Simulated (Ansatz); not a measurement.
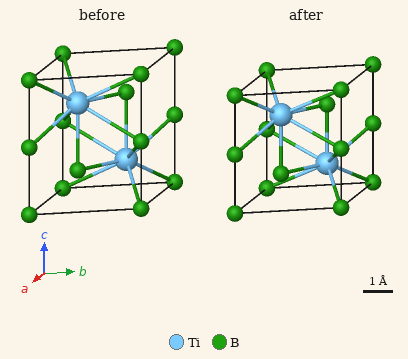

The structure of a crystal of TiB2 (a generated structure, set up in P6_3/mmc) (coarse preliminary run) before (left) and after (right) a relaxation, at one scale.

A ball-and-stick model of the cell of the calculation, seen slightly off an axis.

These are results of DFT PBE, scalar-relativistic, plane waves, PAW (Ansatz 0.2.0), not measurements.

The input:
```yaml
crystal:
  lattice:
    - [4.07839683, 0.0, 0.0]
    - [-2.03919841, 3.53199526, 0.0]
    - [0.0, 0.0, 4.93159094]
  atoms:
    - { symbol: Ti, position: [0.33333333, 0.66666667, 0.25] }
    - { symbol: Ti, position: [0.66666667, 0.33333333, 0.75] }
    - { symbol: B, position: [0.0, 0.0, 0.0] }
    - { symbol: B, position: [0.0, 0.0, 0.5] }
    - { symbol: B, position: [0.66666667, 0.33333333, 0.25] }
    - { symbol: B, position: [0.33333333, 0.66666667, 0.75] }
basis:
  ecutwfc: 420
kpoints:
  mp_grid: { grid: [6, 6, 4] }
hamiltonian:
  xc: pbe
scf:
  occupations: { method: gaussian, width: 0.1 }
  lower_state_search: "off"
output:
  forces: true
  stress: true
  eigenvalues: true
relax:
  adjacent_minimum: "off"
  f_tol: 0.04
  max_steps: 70
  cell: { stress_tol: 0.4 }
```

Launched with:
```bash
ansatz run input.yaml --threads 1 --pin off --max-ram 2560MiB --backend cpu --events-out ev --progress --plain --runs-dir out
```

Q: Describe what moved and what it gained.

A: The atoms keep their places relative to the cell (all moves are under 0.005 Å). The drawn cell changes as follows: a = b 4.078 → 3.869 Å (−5.1 %), c 4.932 → 4.320 Å (−12.4 %); the volume changes by −21.1 %. Near-neighbour distances that change, for instance: B3–B4 2.466 → 2.160 Å, Ti1–B6 2.466 → 2.160 Å, Ti1–Ti2 3.409 → 3.107 Å, Ti1–B3 2.658 → 2.481 Å. Bond angles that change, for instance: Ti1–B3–Ti2 79.8° → 77.5°, Ti1–B3–Ti1 100.2° → 102.5°. The space group stays P6_3/mmc (No. 194). Over 4 accepted moves (5 points after the start) the energy falls by 297 meV per atom. All forces vanish by symmetry, so only the cell relaxes. The pressure goes from −27.33 to 0.22 GPa. The SCF was repeated once at an unchanged geometry on a basis and grid sized afresh for the cell, which shifted the energy by 1.0 meV per atom at most. Cost: 15 s on 1 thread of Intel(R) Xeon(R) Processor @ 2.70GHz (shared host), peak memory 0.38 GiB.
